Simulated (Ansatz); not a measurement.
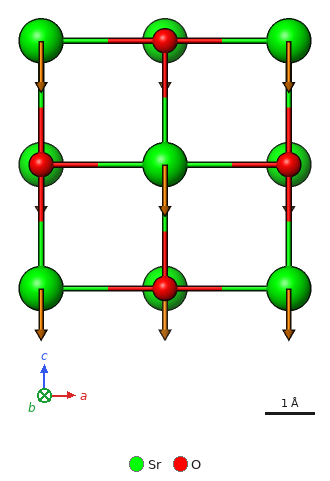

A scan of a crystal of SrO (Fm-3m): the whole Sr sublattice is shifted rigidly, towards the nearest copy of atom 2 (O) at 2.570 Å, all else fixed. The picture shows the reference cell. The orange arrows give the direction of positive displacement. The picture is a ball-and-stick view of the conventional cell (4 times the calculation's cell), seen along the b axis. Lengths and directions refer to the drawn axes.

Theory: DFT r2SCAN, scalar-relativistic, plane waves, PAW in Ansatz. Settings: plane-wave cutoff 500 eV; k-point mesh 8 × 8 × 8; occupations gaussian; smearing width 0.05 eV; no spin polarisation. Energies (free energies at the smearing named) are counted from the cell as listed in its source, which wasn't relaxed.

The input:
```yaml
crystal:
  lattice:
    - [0.0, 2.5698, 2.5698]
    - [2.5698, 0.0, 2.5698]
    - [2.5698, 2.5698, 0.0]
  atoms:
    - { symbol: Sr, position: [0.0, 0.0, 0.0] }
    - { symbol: O, position: [0.5, 0.5, 0.5] }
basis:
  ecutwfc: 500
kpoints:
  mp_grid: { grid: [8, 8, 8] }
hamiltonian:
  xc: r2scan
scf:
  occupations: { method: gaussian, width: 0.05 }
output:
  forces: true
  stress: true
  eigenvalues: true
```

Run as
```bash
ansatz run input.yaml --threads 1 --pin off --max-ram 2560MiB --backend cpu --events-out ev --progress --plain --runs-dir out
```

### Predict the energy profile (the displacement: −0.1000, −0.0750, −0.0500, −0.0250, 0.0000, 0.0125, 0.0250, 0.0375, 0.0500, 0.0625, 0.0750, 0.0875, 0.1000 Å).

```csv
displacement (Å),ΔE (meV/cell)
−0.1000,12.6
−0.0750,7.0
−0.0500,3.1
−0.0250,0.8
0.0000,0.0
0.0125,0.2
0.0250,0.8
0.0375,1.7
0.0500,3.1
0.0625,4.8
0.0750,7.0
0.0875,9.6
0.1000,12.6
```

Points that are alike by symmetry were computed once.

The lowest computed point lies at the displacement 0.00 Å (0.0 meV/cell). The end points stand at 12.6 meV/cell (−0.10 Å) and 12.6 meV/cell (0.10 Å). The curvature at zero is about 2.4 eV/Å² per cell. The well is symmetric. At the highest point the shortest interatomic distance is 2.47 Å, against 2.57 Å in the reference. The distortion takes the space group from Fm-3m to I4mm.
